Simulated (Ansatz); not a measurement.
```xyz
17
Lattice="5.6433 0.0000 4.0783 0.0000 -5.6433 -4.0783 0.0000 5.6433 -4.0783" Properties=species:S:1:pos:R:3 pbc="T T T"
Ti    1.5257   -1.5216   -1.9264
Ti    1.5258    1.5231   -1.9264
Ti    1.5021   -4.1441   -2.3665
Ti    1.5019    4.1456   -2.3664
Ti    4.1244    4.1220   -1.9263
Ti    4.1483    1.4995   -2.3663
Ti    4.1245   -4.1201   -1.9264
Ti    4.1480   -1.4977   -2.3662
Al    2.5757    0.0009   -4.1860
Al    2.8250   -2.8209   -0.0856
Al    2.8251    2.8225   -0.0856
Al    3.0747    0.0008   -0.1077
Al    0.0036    0.0008   -3.0505
Al    0.0034   -2.5712   -4.1860
Al    0.0034    2.5730   -4.1859
Al    0.0034    0.0008   -0.1254
Ti    0.0034    0.0010   -5.4220
```

Computed without spin polarisation.

These are results of DFT PBE, scalar-relativistic, plane waves, PAW (Ansatz 0.2.0), not measurements.

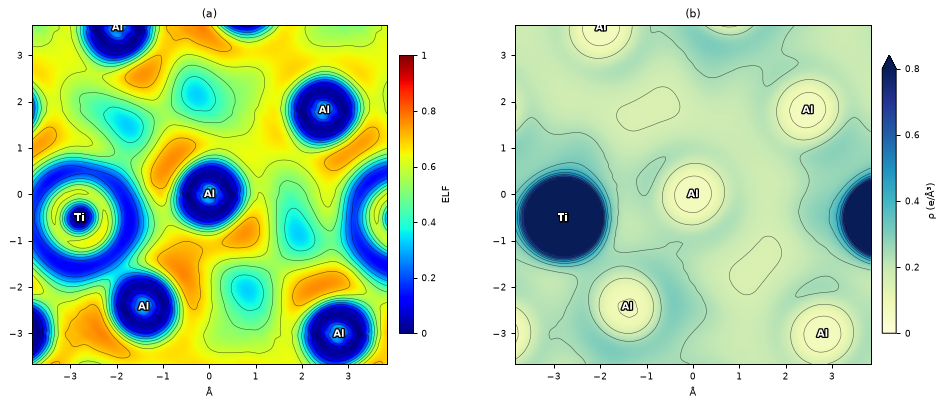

Ti$_{9}$Al$_{8}$ (cell with a defect). (a) ELF; (b) valence electron density on the (011̄) plane of the calculation cell.

Core electrons are frozen (PAW), and the valence fields are smoothed inside the atomic spheres.

> Read the bonding off the picture.

Atoms in the plane: Al and Ti.
Ti–Al (2.37 Å): ρ at the midpoint is about 0.28 e/Å³; the ELF is about 0.20 at the midpoint: no shared electron pair shows on this line.
Al–Al (2.81 Å): ρ is about 0.24 e/Å³ halfway; the ELF peaks at about 0.75 between the atoms.
Between the atoms the lowest density in this plane is 0.15 e/Å³.
The features right at Ti lie inside the PAW spheres, where the map follows smoothed inner orbitals and isn't to be read closely.

> Does the calculation make it a metal, or give it a gap?

It is metallic or semimetallic at this level of theory: no gap opens.
